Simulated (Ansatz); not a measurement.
## Geometry relaxation of TiAl3 (part 3 of 3)

The same run, continued: TiAl3 (8 atoms in the cell); DFT PBEsol, scalar-relativistic, plane waves, PAW, no spin polarisation (Ansatz 0.2.0); cutoff 420 eV, 12×8×4 k-mesh, Gaussian smearing of 0.15 eV. The structure derives from a Materials Project entry. It belongs to a series of runs on one base structure; here: all atoms moved at random, sigma 0.25 A a component, cell strained at random, sigma 0.1; relaxed back.

Geometry of the input (Å; fractional positions):
```
2.9949  0.0644  -0.3200
0.1082  4.6387  0.2732
-1.1259  0.5724  9.8193
Ti 0.0287  0.4809  0.0646
Ti -0.0189  0.4277  0.5882
Al 0.6420  0.4937  0.3419
Al 0.3943  0.5267  0.8465
Al 0.5803  -0.0440  0.1671
Al 0.4579  0.0110  0.6550
Al -0.1058  0.0490  0.4276
Al 0.0215  0.0549  0.9091
```

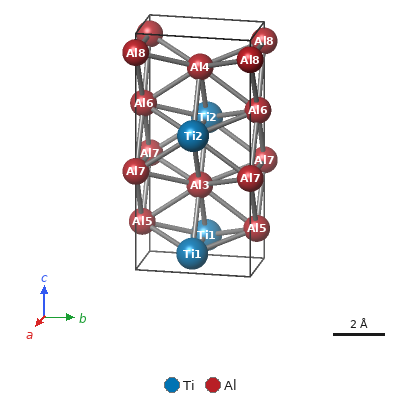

Figure 1. The geometry at step 6 of the log (ball-and-stick view of the cell of the calculation, seen slightly off an axis; atoms are numbered from 1 in the order of the input).

Output, continued:
```
relax step  11: F+E_penalty+E_count = -8097.06281622 eV  Δ(F+E_penalty+E_count) = -5.816e-5 eV  max|allowed force component| = 1.068e-3 eV/Å  Δτ_max = 0.0000 Å  P = +0.014 GPa  Ω = 127.165 Å³  stress off target by 3.62e-2 GPa  SCF on the basis re-selected at this cell (its energy is not comparable with the rows above)  (8 SCF iters)
basis re-selected at this cell: Δ(F+E_penalty+E_count) = -5.816e-5 eV, ΔP = +0.001 GPa vs the last step (what re-selecting the basis moved, of the pressure what is left beyond the Pulay correction that the steps carried, after the strain that the cell walked since its last selection, with what the two solves' SCF thresholds leave and, on support functions, any second-order correction that the steps lacked; it is no measure of the basis error at this ecutwfc). This SCF's stress stands 3.62e-2 GPa from its target on what of the cell is left free (relax.cell.stress_tol is 1.00e-1 GPa) and its largest allowed force component is 1.07e-3 eV/Å (relax.f_tol is 1.00e-2 eV/Å): within both
SCF converged after 8 iterations
Free energy (F): -8097.062816 eV
Harris-Foulkes:  -8097.062816 eV  (|F-HF|=9.09e-13)
Internal energy: -8097.001311 eV  (E = F + TS)
E sigma→0 (E₀):  -8097.032064 eV
Entropy (-TS):   -0.061505 eV (-7.688 meV/atom)
Fermi energy:    9.547829 eV
--- Per-component energies (eV) ---
  E_band       = -303.598388
  E_kinetic    = 687.533618
  E_local      = -2577.273141  (includes V_loc(G=0)·N_el)
  E_nonlocal   = 83.112045
  E_hartree    = 1144.465202
  E_xc         = -432.312252
  E_vxc        = -421.178453  (∫ρ·V_xc dr)
  E_paw        = -4774.989374  (= ΣΔE_a)
  E_vpaw       = -364.723078  (= ΣTr[D̂ρ^β])
  E_aug_tail   = 0.000220  (compensation charges beyond the density's cutoff)
  E_ewald      = -2227.931232
  E_core_change = 0.393603  (= ΣΔE_core)
  E_smearing   = -0.061505  (= −TS)
  E_closure    = -0.000000  (closes the sum)
  Σ components = -8097.062816   (vs F -8097.062816, Δ=0.00e0)
--- Forces (eV/Å), atoms counted from 1 ---
  atom   1  Ti    -0.00013601     0.00082055     0.00086966
  atom   2  Ti    -0.00010412     0.00048017     0.00106766
  atom   3  Al    -0.00018690    -0.00006127    -0.00105829
  atom   4  Al     0.00015085    -0.00062061    -0.00078272
  atom   5  Al     0.00090708     0.00015591     0.00062529
  atom   6  Al     0.00043971    -0.00023699     0.00050163
  atom   7  Al    -0.00071566     0.00008581    -0.00071216
  atom   8  Al    -0.00035496    -0.00062354    -0.00051094
  max |Σ_I F_I| component: 1.38e-7 eV/Å
--- Stress (GPa, compression-positive) ---
        0.011400      -0.007040       0.005947
       -0.007040       0.034155       0.001935
        0.005947       0.001935      -0.002709
  P = ⅓ Tr σ = 0.0143 GPa (0.143 kbar)
--- Band table (eV; the first three rows and the last of 196) ---
  k-point 0: bands = ["-46.6273", "-46.6272", "-23.0707", "-23.0689", "-23.0688", "-23.0682", "-22.6545", "-22.6544", "-0.7050", "0.4253", "1.4099", "4.3420", "5.6102", "5.9739", "6.0518", "6.8447", "7.2216", "7.3693", "8.4174", "8.6841", "9.1089", "9.2029", "11.8410", "11.9721", "12.0647", "12.1352", "12.1467", "12.2059", "12.2830"]
  k-point 1: bands = ["-46.6273", "-46.6272", "-23.0703", "-23.0689", "-23.0688", "-23.0686", "-22.6545", "-22.6544", "-0.6097", "0.0968", "1.9011", "3.7722", "5.7725", "5.9846", "6.0396", "6.6312", "7.4044", "8.0087", "8.4565", "8.6451", "9.0408", "9.0767", "11.7057", "11.8889", "11.9852", "12.0137", "12.0506", "12.1369", "12.1450"]
  k-point 2: bands = ["-46.6273", "-46.6272", "-23.0695", "-23.0694", "-23.0689", "-23.0689", "-22.6545", "-22.6544", "-0.3306", "-0.3306", "2.8000", "2.8000", "6.0114", "6.0114", "6.1171", "6.1172", "8.2786", "8.2787", "8.5508", "8.5508", "8.8281", "8.8281", "11.4184", "11.4184", "12.0174", "12.0174", "12.0230", "12.0231", "12.1409"]
  k-point 195: bands = ["-46.5584", "-46.5584", "-23.1898", "-23.1897", "-23.0061", "-23.0060", "-23.0020", "-23.0020", "4.8641", "4.8642", "5.6396", "5.6397", "6.0748", "6.0748", "6.2428", "6.2428", "7.5931", "7.5932", "8.0439", "8.0440", "8.3548", "8.3548", "10.2239", "10.2239", "11.0327", "11.0327", "11.4427", "11.4428", "11.8369"]
--- Relaxed structure (9 steps of the walk, 9 accepted, 2 SCFs on fresh bases) ---
  F+E_penalty+E_count = -8097.06281622 eV   max|allowed force component| = 1.068e-3 eV/Å   (the final SCF, on the basis selected at the relaxed cell)
  cell:  # Å, volume = 127.1651 Å³
    - [2.782382715743829, 0.00011403405032461844, -0.00019476606655360884]
    - [0.000299223462586453, 4.667062857540315, 0.00017212512078385034]
    - [-0.0003364342166709555, -0.0005483988619229274, 9.7928084490054]
  atoms:
    - { symbol: Ti, position: [-5.948035298381871e-5, 0.4999702026393169, 0.08146785258971835] }
    - { symbol: Ti, position: [-5.959469099736618e-5, 0.4999788207472006, 0.5814661429238468] }
    - { symbol: Al, position: [0.500014705502459, 0.49996862545659415, 0.3321174266729489] }
    - { symbol: Al, position: [0.49995526013562297, 0.5000774532544175, 0.8321137546307671] }
    - { symbol: Al, position: [0.4999155781153215, -3.569900584049665e-5, 0.16650944144815139] }
    - { symbol: Al, position: [0.4999627246817495, 1.2558046654582023e-5, 0.6665114339428365] }
    - { symbol: Al, position: [0.00019518293792486426, -3.053525493735011e-5, 0.41990825931177045] }
    - { symbol: Al, position: [7.56236709033966e-5, 5.8574116593569386e-5, 0.919904688479961] }
```

Trajectory as extended XYZ (Å, eV, eV/Å), 11 frames, from step=1 to step=11:
```
8
Lattice="2.9949 0.0644 -0.3200 0.1082 4.6387 0.2732 -1.1259 0.5724 9.8193" Properties=species:S:1:pos:R:3:forces:R:3 step=1 energy=-8093.36383 pressure_GPa=6.51
Ti    0.0653    2.2697    0.7564    0.2471   0.4858   2.0060
Ti   -0.6726    2.3193    5.8986   -1.0975   3.3490   1.5348
Al    1.5912    2.5274    3.2864   -1.9218   3.4469  -2.9075
Al    0.2848    2.9531    8.3296    0.4745   0.8605  -1.1534
Al    1.5451   -0.0710    1.4432    0.0432   0.4880  -0.6736
Al    0.6351    0.4554    6.2885    1.5290  -3.1113   1.1444
Al   -0.7932    0.4654    4.2464    0.8058  -4.5260   0.2016
Al   -0.9531    0.7765    8.9346   -0.0803  -0.9931  -0.1524
8
Lattice="2.9152 0.0455 -0.2124 0.0851 4.5069 0.2393 -0.7485 0.4832 9.7845" Properties=species:S:1:pos:R:3:forces:R:3 step=2 energy=-8095.55178 pressure_GPa=5.01
Ti    0.0878    2.2534    0.9011   -0.0661   0.1617   0.0655
Ti   -0.5125    2.3059    5.8890   -0.3988   1.3311   0.6441
Al    1.5662    2.4667    3.2313   -0.9946   0.9466  -0.7982
Al    0.6692    2.8532    8.3039    0.5067  -0.1739  -0.1173
Al    1.5711    0.0023    1.4141   -0.0752   0.4470  -0.0934
Al    0.8405    0.2416    6.3466    0.5892  -0.7898   0.2543
Al   -0.6084    0.2926    4.2065    0.6194  -1.6697   0.0975
Al   -0.6073    0.6217    8.8995   -0.1806  -0.2530  -0.0525
8
Lattice="2.9073 0.0218 -0.0781 0.0530 4.4589 0.1611 -0.3213 0.3178 9.6453" Properties=species:S:1:pos:R:3:forces:R:3 step=3 energy=-8096.47158 pressure_GPa=3.69
Ti    0.0374    2.2316    0.8745   -0.0674   0.0422   0.0669
Ti   -0.2080    2.2919    5.7373   -0.0484   0.6167   0.2060
Al    1.5052    2.3373    3.2617   -0.7335   0.4498  -0.1017
Al    1.1360    2.6172    8.1562    0.2956  -0.2124  -0.0806
Al    1.4887    0.0046    1.5194   -0.1498   0.2927   0.0185
Al    1.1699    0.1589    6.3312    0.2633  -0.1754   0.2094
Al   -0.2645    0.1967    4.0811    0.5594  -0.9047  -0.3245
Al   -0.2291    0.3943    8.7858   -0.1192  -0.1089   0.0060
8
Lattice="2.8720 0.0037 0.0174 0.0222 4.4998 0.0736 -0.0001 0.1408 9.5912" Properties=species:S:1:pos:R:3:forces:R:3 step=4 energy=-8096.86454 pressure_GPa=3.06
Ti   -0.0068    2.2497    0.8350   -0.0050   0.0239   0.1556
Ti    0.0337    2.2724    5.6219   -0.2765   0.3889   0.3137
Al    1.4137    2.2685    3.3004    0.2022   0.3627  -0.3545
Al    1.4541    2.4250    8.0784    0.0427  -0.0760  -0.1641
Al    1.4107    0.0021    1.6014    0.0966   0.0111  -0.1166
Al    1.4095    0.0777    6.3670    0.2312  -0.1146   0.0154
Al    0.0248    0.0921    3.9783   -0.1648  -0.5001   0.0442
Al    0.0483    0.1826    8.7643   -0.1263  -0.0959   0.1063
8
Lattice="2.8351 0.0050 -0.0158 0.0107 4.6383 0.0154 -0.0728 0.0283 9.7760" Properties=species:S:1:pos:R:3:forces:R:3 step=5 energy=-8096.98417 pressure_GPa=-1.04
Ti   -0.0002    2.3083    0.7960   -0.0316   0.1095   0.3114
Ti   -0.0297    2.2728    5.7055   -0.1375   0.4828   0.1184
Al    1.3864    2.3302    3.3111    0.0487   0.0354  -0.3798
Al    1.3458    2.3697    8.1844    0.0756   0.1052  -0.2966
Al    1.4192   -0.0009    1.5980   -0.0351  -0.0415   0.0368
Al    1.3535    0.0325    6.4846    0.0967  -0.3487   0.0485
Al   -0.0268    0.0167    4.0634    0.0051  -0.1466   0.1188
Al   -0.0478    0.0706    8.9601   -0.0217  -0.1961   0.0426
8
Lattice="2.7826 0.0071 -0.0019 0.0100 4.6590 -0.0104 -0.0051 -0.0256 9.7834" Properties=species:S:1:pos:R:3:forces:R:3 step=6 energy=-8097.03648 pressure_GPa=0.17
Ti   -0.0016    2.2973    0.8044    0.0314   0.1596  -0.0042
Ti    0.0079    2.3211    5.6800   -0.0624   0.0950   0.1171
Al    1.4003    2.3203    3.2679   -0.0122   0.0295  -0.1737
Al    1.3875    2.3198    8.1543    0.0130   0.0087  -0.1145
Al    1.3893   -0.0181    1.6156   -0.0017  -0.0369   0.0501
Al    1.3785    0.0179    6.5128    0.0532  -0.1763  -0.0115
Al    0.0096   -0.0021    4.0787   -0.0205  -0.0548   0.1376
Al   -0.0068   -0.0263    8.9952   -0.0007  -0.0248  -0.0011
8
Lattice="2.7796 0.0042 -0.0058 0.0066 4.6643 0.0054 -0.0193 0.0102 9.7741" Properties=species:S:1:pos:R:3:forces:R:3 step=7 energy=-8097.04778 pressure_GPa=0.25
Ti   -0.0019    2.3251    0.8028    0.0132   0.0356  -0.0128
Ti   -0.0068    2.3370    5.6817   -0.0258   0.0456   0.0535
Al    1.3959    2.3289    3.2515   -0.0351   0.0539  -0.0460
Al    1.3726    2.3495    8.1347    0.0077   0.0019  -0.0158
Al    1.3847   -0.0039    1.6254    0.0063  -0.0043  -0.0040
Al    1.3722    0.0166    6.5092    0.0255  -0.0469   0.0051
Al   -0.0006    0.0103    4.0978    0.0007  -0.0658   0.0273
Al   -0.0206    0.0143    8.9922    0.0075  -0.0200  -0.0073
8
Lattice="2.7828 0.0018 -0.0032 0.0031 4.6657 0.0046 -0.0114 0.0089 9.7809" Properties=species:S:1:pos:R:3:forces:R:3 step=8 energy=-8097.04958 pressure_GPa=0.00
Ti   -0.0006    2.3332    0.7995   -0.0019  -0.0025   0.0012
Ti   -0.0078    2.3361    5.6899    0.0017   0.0052   0.0008
Al    1.3896    2.3369    3.2495   -0.0040  -0.0022   0.0001
Al    1.3827    2.3434    8.1399   -0.0022  -0.0047  -0.0004
Al    1.3893    0.0013    1.6273    0.0028   0.0049  -0.0027
Al    1.3823    0.0058    6.5171    0.0042   0.0023   0.0010
Al   -0.0006    0.0037    4.1061   -0.0011  -0.0009   0.0017
Al   -0.0087    0.0102    8.9972    0.0007  -0.0021  -0.0016
8
Lattice="2.7828 0.0018 -0.0032 0.0031 4.6657 0.0046 -0.0114 0.0089 9.7809" Properties=species:S:1:pos:R:3:forces:R:3 step=9 energy=-8097.06237 pressure_GPa=0.16
Ti   -0.0006    2.3332    0.7995   -0.0015  -0.0025   0.0013
Ti   -0.0078    2.3361    5.6899    0.0021   0.0052   0.0010
Al    1.3896    2.3369    3.2495   -0.0040  -0.0021   0.0002
Al    1.3827    2.3434    8.1399   -0.0023  -0.0047  -0.0003
Al    1.3893    0.0013    1.6273    0.0025   0.0056  -0.0028
Al    1.3823    0.0058    6.5171    0.0040   0.0030   0.0009
Al   -0.0006    0.0037    4.1061   -0.0013  -0.0016   0.0016
Al   -0.0087    0.0102    8.9972    0.0005  -0.0028  -0.0018
8
Lattice="2.7824 0.0001 -0.0002 0.0003 4.6671 0.0002 -0.0003 -0.0005 9.7928" Properties=species:S:1:pos:R:3:forces:R:3 step=10 energy=-8097.06276 pressure_GPa=0.01
Ti    0.0000    2.3333    0.7979   -0.0001   0.0008   0.0009
Ti   -0.0002    2.3331    5.6943   -0.0001   0.0005   0.0011
Al    1.3913    2.3333    3.2524   -0.0002  -0.0001  -0.0011
Al    1.3909    2.3335    8.1487    0.0002  -0.0006  -0.0008
Al    1.3909   -0.0002    1.6305    0.0009   0.0002   0.0006
Al    1.3909   -0.0003    6.5269    0.0004  -0.0002   0.0005
Al    0.0004   -0.0004    4.1121   -0.0007   0.0001  -0.0007
Al   -0.0001   -0.0002    9.0084   -0.0004  -0.0006  -0.0005
8
Lattice="2.7824 0.0001 -0.0002 0.0003 4.6671 0.0002 -0.0003 -0.0005 9.7928" Properties=species:S:1:pos:R:3:forces:R:3 step=11 energy=-8097.06282 pressure_GPa=0.01
Ti    0.0000    2.3333    0.7979   -0.0001   0.0008   0.0009
Ti   -0.0002    2.3331    5.6943   -0.0001   0.0005   0.0011
Al    1.3913    2.3333    3.2524   -0.0002  -0.0001  -0.0011
Al    1.3909    2.3335    8.1487    0.0002  -0.0006  -0.0008
Al    1.3909   -0.0002    1.6305    0.0009   0.0002   0.0006
Al    1.3909   -0.0003    6.5269    0.0004  -0.0002   0.0005
Al    0.0004   -0.0004    4.1121   -0.0007   0.0001  -0.0007
Al   -0.0001   -0.0002    9.0084   -0.0004  -0.0006  -0.0005
```

Results in brief:

- outcome: converged
- space group (tolerance 0.01 Å): P1 (1) → Pmm2 (25)
- electrons treated: 42
- free energy: −8097.0628 eV
- Fermi energy: 9.548 eV
- gap on the k-point mesh: none (metallic)
- pressure: 0.01 GPa
- final volume: 127.17 Å³
- largest force (length of the vector) at the end: 0.001 eV/Å
- final cell: a = 2.782 Å, b = 4.667 Å, c = 9.793 Å, α = 90.00°, β = 90.01°, γ = 89.99°
- hardware: 2 threads of AMD EPYC (Zen 3), 32 GiB of memory available, shared host
- wall time: 4.7 min (CPU time 9.3 min)
- peak memory: 1 GiB
